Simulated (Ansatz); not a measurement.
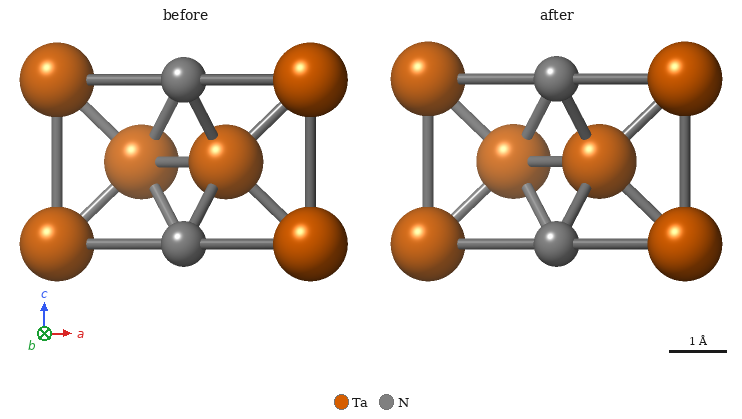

The structure of crystalline TaN (set up in P6/mmm) (coarse preliminary run) before (left) and after (right) a relaxation, at one scale.

A ball-and-stick model of the cell of the calculation, seen along the b axis.

Computed with Ansatz 0.2.0, DFT PBE, scalar-relativistic, plane waves, PAW.

Input file:
```yaml
crystal:
  lattice:
    - [5.1849992558, 0.0, 0.0]
    - [-2.5924996279, 4.4903410741, 0.0]
    - [0.0, 0.0, 2.908]
  atoms:
    - { symbol: Ta, position: [0.0, 0.0, 0.0] }
    - { symbol: Ta, position: [0.3333333333, 0.6666666667, 0.5] }
    - { symbol: Ta, position: [0.6666666667, 0.3333333333, 0.5] }
    - { symbol: "N", position: [0.5, 0.0, 0.0] }
    - { symbol: "N", position: [0.5, 0.5, 0.0] }
    - { symbol: "N", position: [0.0, 0.5, 0.0] }
basis:
  ecutwfc: 420
kpoints:
  mp_grid: { grid: [6, 6, 8] }
hamiltonian:
  xc: pbe
scf:
  occupations: { method: gaussian, width: 0.1 }
output:
  forces: true
  stress: true
  eigenvalues: true
relax:
  adjacent_minimum: "off"
  f_tol: 0.05
  max_steps: 80
  cell: { stress_tol: 0.5 }
```

Launched with:
```bash
ansatz run input.yaml --threads 4 --pin off --max-ram 10240MiB --backend cpu --events-out ev --progress --plain --runs-dir out
```

Summarise the run.

The atoms keep their places relative to the cell (all moves are under 0.005 Å). The drawn cell changes as follows: a = b 5.185 → 5.257 Å (+1.4 %), c 2.908 → 2.925 Å (+0.6 %); the volume changes by +3.4 %. Among the contacts that change: Ta2–Ta3 2.994 → 3.035 Å, Ta1–Ta2 3.328 → 3.369 Å, Ta1–N4 2.592 → 2.629 Å, Ta2–N4 2.087 → 2.108 Å. The space group stays P6/mmm (No. 191). After 3 accepted moves (4 points after the start) the energy has fallen by 73.4 meV per cell of the calculation. All forces vanish by symmetry, so only the cell relaxes. The pressure goes from 10.35 to 0.17 GPa. At 1 point the geometry stayed and the basis and grid were re-selected for the new cell (energy shift of 8.1 meV per cell of the calculation at most each time). Cost: 3.9 s on 4 threads of AMD EPYC 9B14 (Zen 4) (shared host), peak memory 0.47 GiB.
